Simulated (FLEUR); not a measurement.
**Energy of Pb along an even scaling of the cell**

System: Pb (P6₃/mmc, 2 atoms in the cell).
Method: Kohn-Sham DFT of a periodic cell, PBE, all-electron, no spin polarisation (FLEUR MaX-R8.1 (later development tree)).

The 7 runs differ only in the geometry, by an even scaling of the cell at fixed fractional positions. The structure derives from an entry of the Crystallography Open Database.

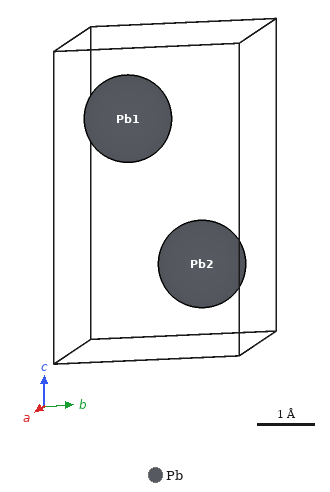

Figure 1. The structure of run 4 (spheres-only view of the cell of the calculation, seen slightly off an axis; atoms are numbered from 1 in the order of the input).

**Input of run 4**
```
<?xml version="1.0" encoding="UTF-8" standalone="no"?>
<fleurInput fleurInputVersion="0.39">
   <comment>
      Pb                                                                                                  
   </comment>
   <calculationSetup>
      <cutoffs Kmax="4.1" Gmax="12.7" GmaxXC="12.7" numbands="0"/>
      <scfLoop itmax="60" minDistance="0.00001" maxIterBroyd="15" imix="Anderson" alpha="0.05" precondParam="0.0" spinf="2.0" sdNocoIR="T"/>
      <coreElectrons ctail="T" frcor="F" kcrel="0" coretail_lmax="0"/>
      <xcFunctional name="pbe" relativisticCorrections="F"/>
      <magnetism jspins="1"/>
      <soc l_soc="F" theta="0.0" phi="0.0" spav="F"/>
      <expertModes spex="0" secvar="F"/>
      <geometryOptimization l_f="T" forcealpha="1.0" forcemix="BFGS" epsdisp="0.0005" epsforce="0.0002"/>
      <ldaU l_linMix="F" mixParam="0.05" spinf="1.0"/>
   </calculationSetup>
   <cell>
      <bzIntegration valenceElectrons="40.0" mode="hist" fermiSmearingEnergy="0.00183747">
         <kPointListSelection listName="default-1"/>
         <!-- k-points included here -->
         <xi:include xmlns:xi="http://www.w3.org/2001/XInclude" href="kpts.xml"> </xi:include>
      </bzIntegration>
      <!-- symmetry operations included here -->
      <xi:include xmlns:xi="http://www.w3.org/2001/XInclude" href="sym.xml"> </xi:include>
      <bulkLattice scale="1.0">
         <bravaisMatrix>
            <row-1>    6.5762469136079993     0.0000000000000000     0.0000000000000000</row-1>
            <row-2>   -3.2881234568039996     5.6951968888005178     0.0000000000000000</row-2>
            <row-3>    0.0000000000000000     0.0000000000000000    10.5635690365139983</row-3>
         </bravaisMatrix>
      </bulkLattice>
   </cell>
   <atomSpecies>
      <species name="Lead (Pb)" element="Pb" atomicNumber="82">
         <mtSphere radius="2.66" gridPoints="879" logIncrement="0.015"/>
         <atomicCutoffs lmax="11" lnonsphr="8"/>
         <electronConfig flipSpins="F">
            <coreConfig>(1s1/2) (2s1/2) (2p1/2) (2p3/2) (3s1/2) (3p1/2) (3p3/2) (4s1/2) (3d3/2) (3d5/2) (4p1/2) (4p3/2) (4d3/2) (4d5/2) (4f5/2) (4f7/2) (5s1/2)</coreConfig>
            <valenceConfig>(5p1/2) (5p3/2) (6s1/2) (5d3/2) (5d5/2) (6p1/2) (6p3/2)</valenceConfig>
            <stateOccupation state="(6p1/2)" spinUp="0.333333" spinDown="0.333333"/>
            <stateOccupation state="(6p3/2)" spinUp="0.666667" spinDown="0.666667"/>
         </electronConfig>
         <energyParameters s="6" p="6" d="5" f="5"/>
         <lo type="SCLO" l="1" n="5" eDeriv="0"/>
         <lo type="SCLO" l="1" n="5" eDeriv="1"/>
         <lo type="SCLO" l="0" n="6" eDeriv="2"/>
         <lo type="SCLO" l="2" n="5" eDeriv="2"/>
         <lo type="SCLO" l="3" n="5" eDeriv="2"/>
      </species>
   </atomSpecies>
   <atomGroups>
      <atomGroup species="Lead (Pb)">
         <relPos label="                   1">-1.000/3.000 1.000/3.000 -1.000/4.000</relPos>
         <relPos label="                   2">1.000/3.000 -1.000/3.000 1.000/4.000</relPos>
         <force calculate="T" relaxXYZ="TTT"/>
      </atomGroup>
   </atomGroups>
   <output dos="F" band="F" slice="F">
      <checks vchk="F" cdinf="F"/>
      <bandDOS minEnergy="-.5*Htr" maxEnergy="0.5*Htr" sigma="0.015" storeEVData="T"/>
      <vacuumDOS vacdos="F" integ="F" star="F" nstars="0" locx1="0.0" locy1="0.0" locx2="0.0" locy2="0.0" nstm="0" tworkf="0.0"/>
      <unfoldingBand unfoldBand="F" supercellX="1" supercellY="1" supercellZ="1"/>
      <plotting iplot="0" polar="F">
         <plot TwoD="T" vec1="  1.0  0.0  0.0" vec2="  0.0  1.0  0.0" vec3="  0.0  0.0  1.0" zero="  0.0  0.0  0.0" file="plot"/>
      </plotting>
      <chargeDensitySlicing numkpt="0" minEigenval="0.0" maxEigenval="0.0" nnne="0" pallst="F"/>
      <specialOutput eonly="F"/>
      <moessbauerParams electricFieldGradient="T" isomerShift="T" coreHyperfine="T" valenceHyperfine="T"/>
      <magneticCircularDichroism mcd="F" energyLo="-10.0" energyUp="0.0"/>
   </output>
  <!-- We include the file relax.xml here to enable relaxations (see documentation) -->
  <xi:include xmlns:xi="http://www.w3.org/2001/XInclude" href="relax.xml"> <xi:fallback/> </xi:include>
</fleurInput>
```

Command:
```bash
inpgen -f crystal.txt -profile fastHighL; fleur_MPI
```

Run 5 has the same physical settings and fractional positions; its lattice vectors (Å) are:
```
   3.503047    0.000000    0.000000
  -1.751524    3.033728    0.000000
   0.000000    0.000000    5.627021
```

**Results, with one run withheld**

```csv
run,volume per atom (Å³),"free energy per atom, from the lowest run given (meV)"
1,27.555,96.39
2,28.141,68.97
3,28.727,46.79
4,29.314,29.33
5,29.900,?
6,30.486,6.37
7,31.073,0.00
```

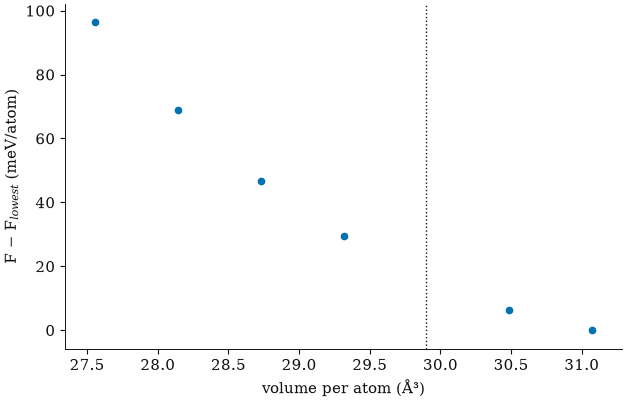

Figure 2. Free energy per atom of the runs given; the dotted line marks run 5.

What should run 5 give?

A cubic polynomial in V^(−2/3) (the Birch–Murnaghan form), fitted to the 6 runs given, misses them by at most 0.02 meV per atom. With x = V^(−2/3) − 0.10552 Å⁻², it reads F = 33.088 + 11540 x + 9.3135e+05 x² + 6.5479e+06 x³ (meV per atom). At run 5 it gives 16.01 meV per atom, and the run itself gives 16.01. The fit has no minimum inside this range.

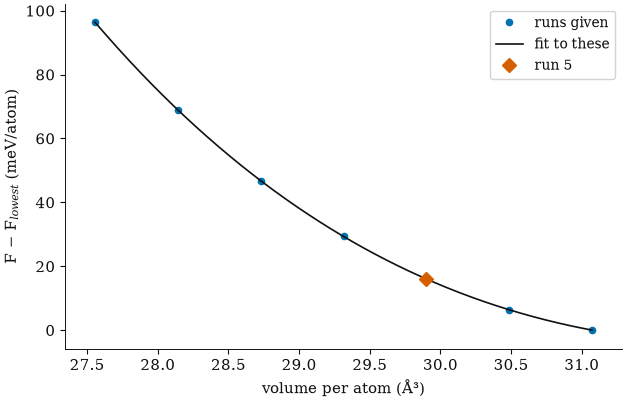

Figure 3. The fit and the withheld run.

**Output (run 5)**
```
Welcome to FLEUR        (www.flapw.de)
      MaX-Release 8.1          (www.max-centre.eu)

 ========== k-point set info ==========
 Selected k-point list: default-1
 k-point list type: mesh
 9 x 9 x 5
 Number of k points: 36

 ------------Calculation Setup---------------------------
 Number of MPI-tasks      :            1
 Number of PE/node        :            1
 Number of OMP-threads    :            1
 Most efficient MPI parallelization for:
           1           2           3           4           6           9          12          18          36
 Additional eigenvalue parallelization possible
 Number of basis functions:          564
 Approximate size of matrices (H+S) per k-point:         0.005 GB
 --------------------------------------------------------

 Iteration:     1   Distance:      10.91914666 me/bohr^3

 Iteration:     2   Distance:      10.27616492 me/bohr^3

 Iteration:     3   Distance:       3.21581575 me/bohr^3

 Iteration:     4   Distance:       0.23122446 me/bohr^3

 Iteration:     5   Distance:       0.22378223 me/bohr^3

 Iteration:     6   Distance:       0.04642923 me/bohr^3

 Iteration:     7   Distance:       0.00307751 me/bohr^3

 Iteration:     8   Distance:       0.00300213 me/bohr^3

 Iteration:     9   Distance:       0.00038339 me/bohr^3

 Iteration:    10   Distance:       0.00008280 me/bohr^3

 Iteration:    11   Distance:       0.00004659 me/bohr^3

 Iteration:    12   Distance:       0.00000259 me/bohr^3

 ********************************************************************
 Run finished successfully
 Stop message:
   all done
 ********************************************************************
```

Notes: Spin–orbit coupling is left out, which matters for Pb.
